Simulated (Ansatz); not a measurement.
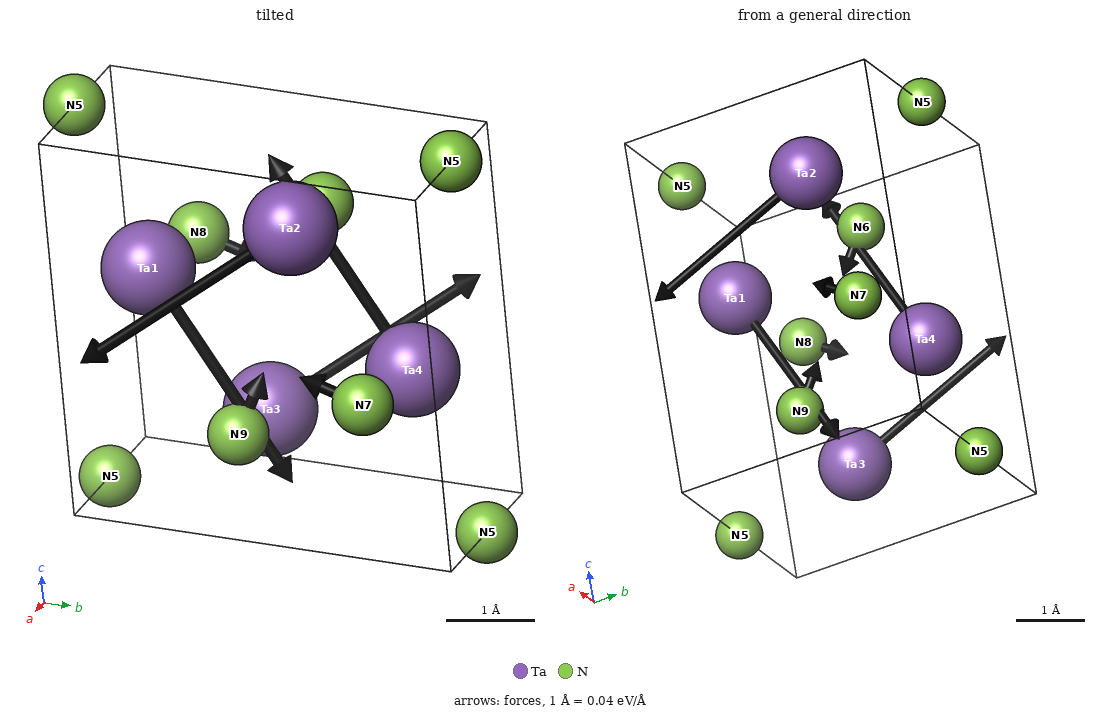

This spheres-only model is shown slightly off an axis and from a general direction. The lines enclose the cell (the run's own, in a reduced setting); boundary atoms appear with their images. The arrows are the computed forces on the atoms.

System: Ta4N5. Results below were computed with Ansatz 0.2.0, DFT PBEsol, scalar-relativistic, plane waves, PAW; the settings were plane waves up to 420 eV, k-points about 0.14 Å⁻¹ apart, Gaussian smearing of 0.15 eV, no spin polarisation.

Q: Do the forces show a relaxed structure?

A: No. The atoms still feel forces of up to about 0.099 eV/Å, above a usual threshold of 0.01 to 0.03 eV/Å.

Q: Which atom carries the strongest force?

A: All Ta atoms, about 0.099 eV/Å.

Starting structure: a structure listed in the Materials Project. The cell was then strained or its atoms displaced on purpose. It went into a calculation with Ansatz.
